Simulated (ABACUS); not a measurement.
# Band-structure run of Rh (part 2 of 2)

Rh (1 atom in the cell); Kohn-Sham DFT of a periodic cell, SOGGA, PseudoDojo NC SR 0.4.1 PBE standard, no spin polarisation (ABACUS 3.10.1); cutoff 1210.91 eV, 10×10×10 k-mesh, fermi-dirac of 0.05 eV. The structure derives from an entry of the Crystallography Open Database.

Geometry of the input (Å; fractional positions):
```
0.0000  1.8979  1.8979
1.8979  0.0000  1.8979
1.8979  1.8979  0.0000
Rh 0.0000  0.0000  0.0000
```

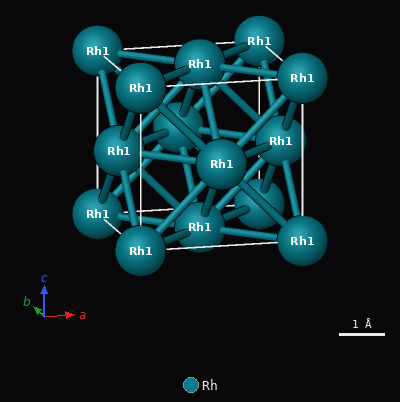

*The structure as given in the input (ball-and-stick view of the cell 4 times as large as that of the calculation, set on its symmetry axes, seen slightly off an axis; atoms are numbered from 1 in the order of the input).*

What the program printed, continued
```
 SETUP K-POINTS
                                    nspin = 1
                   Input type of k points = Monkhorst-Pack(Gamma)
                                   nkstot = 1000
                       right hand lattice = 1
(for reciprocal lattice: )
                             BRAVAIS TYPE = 2
                     BRAVAIS LATTICE NAME = 02. Cubic I (body-centered)
                                    ibrav = 2
                       right hand lattice = 1
(for k-lattice: )
                             BRAVAIS TYPE = 2
                     BRAVAIS LATTICE NAME = 02. Cubic I (body-centered)
                                    ibrav = 2
                       right hand lattice = 1
                        ROTATION MATRICES = 48
                               nkstot_ibz = 47
K-POINTS REDUCTION ACCORDING TO SYMMETRY
     IBZ    DIRECT_X    DIRECT_Y    DIRECT_Z  WEIGHT  ibz2bz
       1  0.00000000  0.00000000  0.00000000  0.0010       0
       2  0.10000000  0.10000000  0.10000000  0.0080       1
       3  0.20000000  0.20000000  0.20000000  0.0080       2
       4  0.30000000  0.30000000  0.30000000  0.0080       3
       5  0.40000000  0.40000000  0.40000000  0.0080       4
       6  0.50000000  0.50000000  0.50000000  0.0040       5
       7  0.10000000  0.10000000  0.00000000  0.0060      11
       8  0.20000000  0.20000000  0.10000000  0.0240      12
       9  0.30000000  0.30000000  0.20000000  0.0240      13
      10  0.40000000  0.40000000  0.30000000  0.0240      14
      11  0.50000000  0.50000000  0.40000000  0.0240      15
      12  0.50000000  0.40000000  0.40000000  0.0240      16
      13  0.40000000  0.30000000  0.30000000  0.0240      17
      14  0.30000000  0.20000000  0.20000000  0.0240      18
      15  0.10000000  0.10000000  0.20000000  0.0120      19
      16  0.20000000  0.20000000  0.00000000  0.0060      22
      17  0.30000000  0.30000000  0.10000000  0.0240      23
      18  0.40000000  0.40000000  0.20000000  0.0240      24
      19  0.50000000  0.50000000  0.30000000  0.0240      25
      20 -0.40000000  0.40000000  0.40000000  0.0240      26
      21  0.50000000  0.30000000  0.30000000  0.0240      27
      22  0.40000000  0.20000000  0.20000000  0.0120      28
      23  0.30000000  0.30000000  0.00000000  0.0060      33
      24  0.40000000  0.40000000  0.10000000  0.0240      34
      25  0.50000000  0.50000000  0.20000000  0.0240      35
      26 -0.30000000  0.40000000  0.40000000  0.0240      36
      27 -0.40000000  0.30000000  0.30000000  0.0120      37
      28  0.40000000  0.40000000  0.00000000  0.0060      44
      29  0.50000000  0.50000000  0.10000000  0.0240      45
      30 -0.20000000  0.40000000  0.40000000  0.0120      46
[... 17 further k points ...]

                               nkstot now = 47
[... K-POINTS DIRECT COORDINATES: 47 rows ...]

           k-point number in this process = 47
       minimum distributed K point number = 47
[... stars of the k points ...]

[... K-POINTS CARTESIAN COORDINATES: 47 rows ...]

[... K-POINTS DIRECT COORDINATES: 47 rows ...]

 SETUP PLANE WAVES FOR WAVE FUNCTIONS
     energy cutoff for wavefunc (unit:Ry) = 89
              fft grid for wave functions = [ 32, 32, 32 ]
                    number of plane waves = 1917
                         number of sticks = 199

 PARALLEL PW FOR WAVE FUNCTIONS
     PROC   COLUMNS(POT)             PW
        1             50            481
        2             49            477
        3             50            479
        4             50            480
 --------------- sum -------------------
        4            199           1917

 SETUP NONLOCAL PSEUDOPOTENTIALS IN PLANE WAVE BASIS
 Rh non-local projectors:
 projector 1 L=0
 projector 2 L=0
 projector 3 L=1
 projector 4 L=1
 projector 5 L=2
 projector 6 L=2
      TOTAL NUMBER OF NONLOCAL PROJECTORS = 18

 Init Non-Local PseudoPotential table :
 Init Non-Local-Pseudopotential done.

                                     npwx = 337

 Make real space PAO into reciprocal space.
       max mesh points in Pseudopotential = 1001
     dq(describe PAO in reciprocal space) = 0.01
                                    max q = 1136

 number of pseudo atomic orbitals for Rh is 4
WARNING: norm of atomic wavefunction # 3 of atomic type Rh is 0.999998, renormalized
WARNING: norm of atomic wavefunction # 4 of atomic type Rh is 0.999701, renormalized

 -------------------------------------------
 SELF-CONSISTENT
 -------------------------------------------
                                 init_chg = atomic

 PW ALGORITHM --------------- ION=   1  ELEC=   1--------------------------------
 Notice: Threshold on eigenvalues was too large.
 hsover_error=0.17 > DRHO=0.156303
 Origin diag ethr = 0.01
 New diag ethr = 0.000919427

 Density error is 0.156355049376
                          Error Threshold = 0.000919426846352
----------------------------------------------------------
     Energy           Rydberg                 eV
----------------------------------------------------------
 E_KohnSham     -234.0377793231      -3184.2473460605
 E_Harris       -238.0691417411      -3239.0968456484
 E_Fermi        1.7765945152         24.1718084425
----------------------------------------------------------

 PW ALGORITHM --------------- ION=   1  ELEC=   2--------------------------------

 Density error is 0.0506495693373
                          Error Threshold = 0.000919735584566
----------------------------------------------------------
     Energy           Rydberg                 eV
----------------------------------------------------------
 E_KohnSham     -234.0818145682      -3184.8464763072
 E_Harris       -231.8802129677      -3154.8921498145
 E_Fermi        1.6185008026         22.0208331323
----------------------------------------------------------

 PW ALGORITHM --------------- ION=   1  ELEC=   3--------------------------------

 Density error is 0.000299585855545
                          Error Threshold = 0.000297938643161
----------------------------------------------------------
     Energy           Rydberg                 eV
----------------------------------------------------------
 E_KohnSham     -234.0931157777      -3185.0002371501
 E_Harris       -234.2100331423      -3186.5909795035
 E_Fermi        1.6772583858         22.8202710658
----------------------------------------------------------

 PW ALGORITHM --------------- ION=   1  ELEC=   4--------------------------------

 Density error is 5.05834252702e-06
                          Error Threshold = 1.7622697385e-06
----------------------------------------------------------
     Energy           Rydberg                 eV
----------------------------------------------------------
 E_KohnSham     -234.0932167673      -3185.0016111842
 E_Harris       -234.0965671708      -3185.0471957626
 E_Fermi        1.6734861576         22.7689472670
----------------------------------------------------------

 PW ALGORITHM --------------- ION=   1  ELEC=   5--------------------------------

 Density error is 5.2479214147e-07
                          Error Threshold = 2.97549560413e-08
----------------------------------------------------------
     Energy           Rydberg                 eV
----------------------------------------------------------
 E_KohnSham     -234.0932170753      -3185.0016153753
 E_Harris       -234.0943360398      -3185.0168396683
 E_Fermi        1.6735126712         22.7693080036
----------------------------------------------------------

 PW ALGORITHM --------------- ION=   1  ELEC=   6--------------------------------

 Density error is 1.14180891685e-08
                          Error Threshold = 3.08701259688e-09
----------------------------------------------------------
     Energy           Rydberg                 eV
----------------------------------------------------------
 E_KohnSham     -234.0932171422      -3185.0016162853
 E_Harris       -234.0924865620      -3184.9916762319
 E_Fermi        1.6735028721         22.7691746799
----------------------------------------------------------

 PW ALGORITHM --------------- ION=   1  ELEC=   7--------------------------------

 Density error is 1.67472406639e-10
                          Error Threshold = 6.7165230403e-11
----------------------------------------------------------
     Energy           Rydberg                 eV
----------------------------------------------------------
 E_KohnSham     -234.0932171451      -3185.0016163245
 E_KS(sigma->0) -234.0927638790      -3184.9954493224
 E_Harris       -234.0933248740      -3185.0030820520
 E_band         -5.8958731366        -80.2174693427
 E_one_elec     -49.3973279349       -672.0851258893
 E_Hartree      37.3578590872        508.2797486677
 E_xc           -37.3245683984       -507.8268056086
 E_Ewald        -184.7282733668      -2513.3570994901
 E_entropy(-TS) -0.0009065323        -0.0123340042
 E_descf        0.0000000000         0.0000000000
 E_exx          0.0000000000         0.0000000000
 E_Fermi        1.6735190059         22.7693941915
----------------------------------------------------------

 charge density convergence is achieved
 final etot is -3185.0016163 eV
 EFERMI = 22.769394191 eV
The vacuum level is 22.056685301 eV

 STATE ENERGY(eV) AND OCCUPATIONS    NSPIN == 1
 1/47 kpoint (Cartesian) = 0.0000 0.0000 0.0000 (326 pws)
       1       -56.1682     0.00200000
       2       -23.6250     0.00200000
       3       -23.6250     0.00200000
       4       -23.6250     0.00200000
       5        14.5624     0.00200000
       6        19.5969     0.00200000
       7        19.5969     0.00200000
       8        19.5969     0.00200000
       9        21.7448     0.00200000
      10        21.7448     0.00200000
      11        38.7088        0.00000
      12        44.1881        0.00000
      13        44.1881        0.00000
      14        44.1881        0.00000
      15        49.6909        0.00000
      16        54.8328        0.00000
      17        54.8328        0.00000
      18        54.8328        0.00000
      19        61.2323        0.00000

 2/47 kpoint (Cartesian) = 0.026346 0.026346 0.026346 (328 pws)
       1       -56.1572      0.0160000
       2       -23.6991      0.0160000
       3       -23.6350      0.0160000
       4       -23.6350      0.0160000
       5        14.9582      0.0160000
       6        19.4280      0.0160000
       7        19.7467      0.0160000
       8        19.7467      0.0160000
       9        21.6672      0.0160000
      10        21.6672      0.0160000
      11        39.2590        0.00000
      12        42.3050        0.00000
      13        44.7593        0.00000
      14        44.7593        0.00000
      15        51.1322        0.00000
      16        53.6833        0.00000
      17        53.7109        0.00000
      18        53.7109        0.00000
      19        60.3304        0.00000

 3/47 kpoint (Cartesian) = 0.052691 0.052691 0.052691 (332 pws)
       1       -56.1283      0.0160000
       2       -23.8908      0.0160000
       3       -23.6612      0.0160000
       4       -23.6612      0.0160000
       5        15.9338      0.0160000
       6        19.2300      0.0160000
       7        19.9767      0.0160000
       8        19.9767      0.0160000
       9        21.6894      0.0160000
      10        21.6894      0.0160000
      11        39.2837        0.00000
      12        40.2758        0.00000
      13        46.2646        0.00000
      14        46.2646        0.00000
      15        49.1404        0.00000
      16        50.8683        0.00000
      17        50.8683        0.00000
      18        57.5348        0.00000
      19        59.8413        0.00000

 4/47 kpoint (Cartesian) = 0.079037 0.079037 0.079037 (331 pws)
       1       -56.0924      0.0160000
       2       -24.1235      0.0160000
       3       -23.6933      0.0160000
       4       -23.6933      0.0160000
       5        16.6007      0.0160000
       6        19.8739      0.0160000
       7        19.8739      0.0160000
       8        20.0141      0.0160000
       9        22.2427      0.0159996
      10        22.2427      0.0159996
      11        36.1903        0.00000
      12        39.8115        0.00000
      13        46.9962        0.00000
      14        46.9962        0.00000
      15        49.0268        0.00000
      16        49.0268        0.00000
      17        49.4476        0.00000
      18        60.1677        0.00000
      19        60.1677        0.00000

 5/47 kpoint (Cartesian) = 0.10538 0.10538 0.10538 (329 pws)
       1       -56.0631      0.0160000
       2       -24.3084      0.0160000
       3       -23.7191      0.0160000
       4       -23.7191      0.0160000
       5        16.5613      0.0160000
       6        19.6314      0.0160000
       7        19.6314      0.0160000
       8        21.9909      0.0160000
       9        22.9845    0.000213657
      10        22.9845    0.000213657
      11        33.0354        0.00000
      12        38.6436        0.00000
      13        44.9231        0.00000
      14        44.9231        0.00000
      15        50.5751        0.00000
      16        50.5751        0.00000
      17        52.4555        0.00000
      18        60.9712        0.00000
      19        60.9712        0.00000

 6/47 kpoint (Cartesian) = 0.13173 0.13173 0.13173 (334 pws)
       1       -56.0519     0.00800000
       2       -24.3782     0.00800000
       3       -23.7290     0.00800000
       4       -23.7290     0.00800000
       5        16.4778     0.00800000
       6        19.5258     0.00800000
       7        19.5258     0.00800000
       8        23.2701    3.58172e-07
       9        23.3201    1.31646e-07
      10        23.3201    1.31646e-07
      11        31.3642    1.77503e-77
      12        38.1815        0.00000
      13        44.0521        0.00000
      14        44.0521        0.00000
      15        51.3148        0.00000
      16        51.3148        0.00000
      17        54.8086        0.00000
      18        60.9683        0.00000
      19        61.5436        0.00000

[... levels at 41 further k points ...]

------------------------------------------------------------------------------------------
 TOTAL-FORCE (eV/Angstrom)
------------------------------------------------------------------------------------------
                       Rh1         0.0000000000         0.0000000000         0.0000000000
------------------------------------------------------------------------------------------

----------------------------------------------------------------
 TOTAL-STRESS (KBAR)
----------------------------------------------------------------
       -60.4947995173         0.0000000000        -0.0000000000
         0.0000000000       -60.4947995173        -0.0000000000
         0.0000000000        -0.0000000000       -60.4947995173
----------------------------------------------------------------
 TOTAL-PRESSURE: -60.494800 KBAR

 --------------------------------------------
 !FINAL_ETOT_IS -3185.0016163245340977 eV
 --------------------------------------------
```

Standard output
```
ABACUS v3.10.1

               Atomic-orbital Based Ab-initio Computation at UStc

 dft_functional readin is: GGA_X_SOGGA+GGA_C_PBE
 dft_functional in pseudopot file is: PBE
 Please make sure this is what you need

%%%%%%%%%%%%%%%%%%%%%%%%%%%%%%%%%%%%%%%%%%%%%%%%%%%%%%%%%%%%%%%%%%%%%%%%%%%%%%%%%%%%%%%%%%%%%%%%%%%%%%%%%
 Warning: the number of valence electrons in pseudopotential > 9 for Rh: [Kr] 4d8 5s1
 Pseudopotentials with additional electrons can yield (more) accurate outcomes, but may be less efficient.
 If you're confident that your chosen pseudopotential is appropriate, you can safely ignore this warning.
%%%%%%%%%%%%%%%%%%%%%%%%%%%%%%%%%%%%%%%%%%%%%%%%%%%%%%%%%%%%%%%%%%%%%%%%%%%%%%%%%%%%%%%%%%%%%%%%%%%%%%%%%

 UNIFORM GRID DIM        : 32 * 32 * 32
 UNIFORM GRID DIM(BIG)   : 32 * 32 * 32
func,idGGA_X_SOGGA 150
func,idGGA_C_PBE 130
 ---------------------------------------------------------
 Self-consistent calculations for electrons
 ---------------------------------------------------------
 SPIN    KPOINTS         PROCESSORS  THREADS
 1       47              4           4
 ---------------------------------------------------------
 Use plane wave basis
 ---------------------------------------------------------
 ELEMENT NATOM       XC
 Rh      1
 ---------------------------------------------------------
 Initial plane wave basis and FFT box
 ---------------------------------------------------------
 -------------------------------------------
 SELF-CONSISTENT :
 -------------------------------------------
 START CHARGE      : atomic
 ITER       ETOT/eV          EDIFF/eV         DRHO     TIME/s
 DA1     -3.18424735e+03   0.00000000e+00   1.5636e-01   0.96
 DA2     -3.18484648e+03  -5.99130247e-01   5.0650e-02   0.39
 DA3     -3.18500024e+03  -1.53760843e-01   2.9959e-04   0.33
 DA4     -3.18500161e+03  -1.37403408e-03   5.0583e-06   0.55
 DA5     -3.18500162e+03  -4.19105707e-06   5.2479e-07   0.39
 DA6     -3.18500162e+03  -9.10053179e-07   1.1418e-08   0.42
 DA7     -3.18500162e+03  -3.92033616e-08   1.6747e-10   0.51
----------------------------------------------------------------
 TOTAL-STRESS (KBAR)
----------------------------------------------------------------
       -60.4947995173         0.0000000000        -0.0000000000
         0.0000000000       -60.4947995173        -0.0000000000
         0.0000000000        -0.0000000000       -60.4947995173
----------------------------------------------------------------
 TOTAL-PRESSURE: -60.494800 KBAR
```
